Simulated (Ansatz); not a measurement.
This input was run:

```
crystal:
  lattice:
    - [3.1825784921, 0.0, 0.0]
    - [-1.5912892461, 2.7561938237, 0.0]
    - [0.0, 0.0, 28.6033856423]
  atoms:
    - { symbol: "N", position: [0.3333333333, 0.6666666667, 0.2622067224] }
    - { symbol: Ga, position: [0.6666666667, 0.3333333333, 0.2845754192] }
    - { symbol: "N", position: [0.6666666667, 0.3333333333, 0.3528502941] }
    - { symbol: Ga, position: [0.3333333333, 0.6666666667, 0.3752189909] }
    - { symbol: "N", position: [0.3333333333, 0.6666666667, 0.4434938658] }
    - { symbol: Ga, position: [0.6666666667, 0.3333333333, 0.4658625625] }
    - { symbol: "N", position: [0.6666666667, 0.3333333333, 0.5341374375] }
    - { symbol: Ga, position: [0.3333333333, 0.6666666667, 0.5565061342] }
    - { symbol: "N", position: [0.3333333333, 0.6666666667, 0.6247810091] }
    - { symbol: Ga, position: [0.6666666667, 0.3333333333, 0.6471497059] }
    - { symbol: "N", position: [0.6666666667, 0.3333333333, 0.7154245808] }
    - { symbol: Ga, position: [0.3333333333, 0.6666666667, 0.7377932776] }
basis:
  ecutwfc: 420
kpoints:
  mp_grid: { grid: [9, 9, 1] }
hamiltonian:
  xc: pbesol
scf:
  occupations: { method: gaussian, width: 0.05 }
output:
  forces: true
  eigenvalues: true
relax:
  adjacent_minimum: "off"
  f_tol: 0.02
  max_steps: 60
efield:
  axis: 3
  dipole_correction: true
  ramp_width: 0.04
```

Run as:
```bash
ansatz run input.yaml --threads 1 --pin off --max-ram 2560MiB --backend cpu --events-out ev --progress --plain --runs-dir out
```

What does the potential across the slab give for the work function?

The work function is 4.06 eV at the right face and 6.44 eV at the left. The vacuum level is 2.38 eV higher at the left than at the right, so the slab carries a dipole along its normal; the ramp in the vacuum, at or near the edge of the plot, is the dipole correction that keeps each side flat. The outermost atoms are 13.3 Å apart, which leaves 15.3 Å of vacuum in a cell 28.6 Å high.

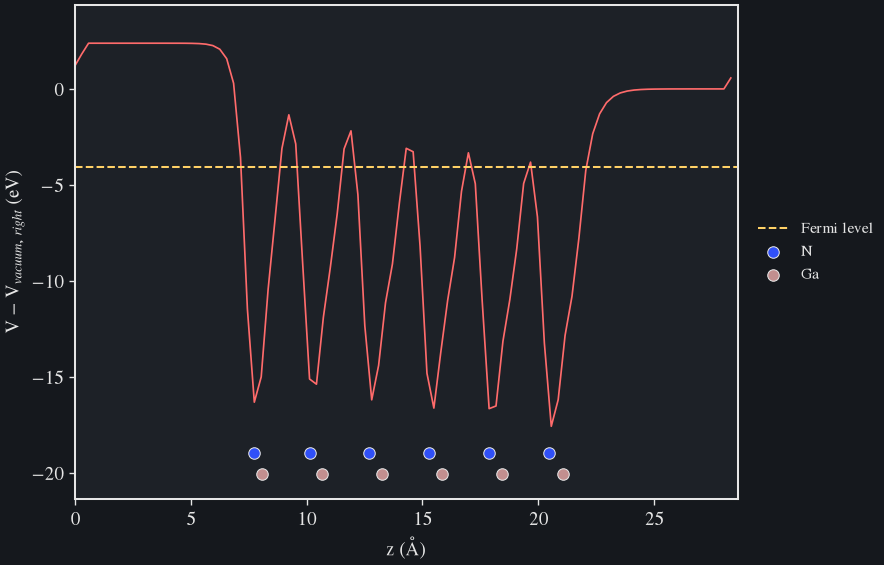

Plane-averaged electrostatic potential energy of an electron across the slab; circles at the bottom mark the heights of the atoms (positions after relaxation).
